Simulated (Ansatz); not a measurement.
```xyz
47
Lattice="0.0000 6.6455 -6.0144 -6.6455 0.0000 6.0144 6.6455 0.0000 6.0144" Properties=species:S:1:pos:R:3 pbc="T T T"
Hf    3.3227    0.0000    4.5108
Hf    0.0000    3.3227    7.5181
Hf   -3.3227    0.0000    4.5108
Hf    3.2722    3.3227    2.9613
Hf    0.0000    0.0505    0.0460
Hf   -3.2722    3.3227    2.9613
Hf    0.0000    6.5950    0.0460
Si   -3.3227    0.0000    7.5181
Si    0.0000    3.3227    4.5366
Si    3.3227    0.0000    7.5181
Si    0.0000    3.3227   -1.5294
Si   -3.3283    3.3227    6.0084
Si    0.0000    6.6399    3.0132
Si    3.3283    3.3227    6.0084
Si    0.0000    0.0056    3.0132
O    -3.3680    2.0866    4.9292
O     0.0000    5.4949    1.8727
O     3.3680    2.0866    4.9292
O     0.0000    5.3682   -4.0238
O    -2.1040    0.0245    6.4302
O     1.3314    3.3227    3.6411
O     4.5415    6.6210    0.4157
O    -5.4052    3.3227    3.3921
O     0.0000    1.1506    1.8727
O     3.2775    4.5589   -1.0852
O     0.0000    1.2773    8.0050
O    -3.2775    4.5589   -1.0852
O    -4.5415    6.6210    0.4157
O    -1.3314    3.3227    3.6411
O     2.1040    0.0245    6.4302
O     5.4052    3.3227    3.3921
O     3.3472    1.2188    2.5915
O     0.0000    4.5631    5.6295
O    -3.3472    1.2188    2.5915
O     0.0000    4.6540   -0.6339
O     1.2361    0.0453    4.0925
O    -2.0454    3.3227    7.0311
O     1.2361    6.6002    4.0925
O    -2.1721    3.3227    1.1346
O    -3.3472    5.4267    2.5915
O     0.0000    2.0824    5.6295
O     3.3472    5.4267    2.5915
O     0.0000    1.9915   -0.6340
O     2.1721    3.3227    1.1346
O    -1.2361    6.6002    4.0925
O     2.0454    3.3227    7.0311
O    -1.2361    0.0453    4.0925
```

Spin-polarised.

Computed with DFT PBE, scalar-relativistic, plane waves, PAW in Ansatz 0.2.0.

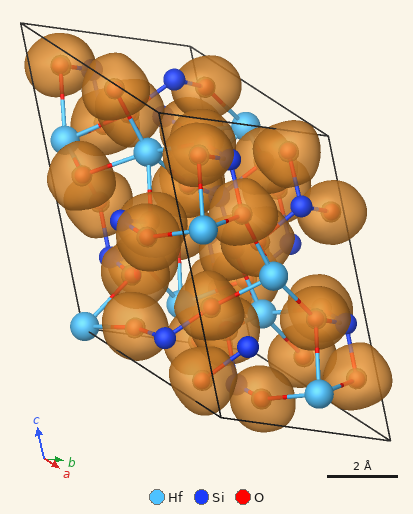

Hf7Si8O32 (cell charge −1, with a compensating background) (cell with a defect). Isosurface of the electron localisation function at 0.6 (orange), seen slightly off an axis. Only the valence region is drawn (cores and ρ < 0.01 e/Å³ removed). Sticks mark near contacts.

Core electrons are frozen (PAW), and the valence fields are smoothed inside the atomic spheres.

Identify the bonds, lone pairs and shells in this picture.

At this value the surface marks out 32 regions on O in which the atom's valence shell and bonds are merged, counted in one cell of 47 atoms. Regions shared between cells count once. Profiles from the grid: Si–O (1.60 Å): the ELF peaks at about 0.85 between the atoms; a polar covalent bond. Hf–O (2.06 Å): the ELF peaks at about 0.85 in the valence shell of O, 0.6 Å from its nucleus, and drops to about 0.15 between the two atoms (no shared electron pair shows on this line).
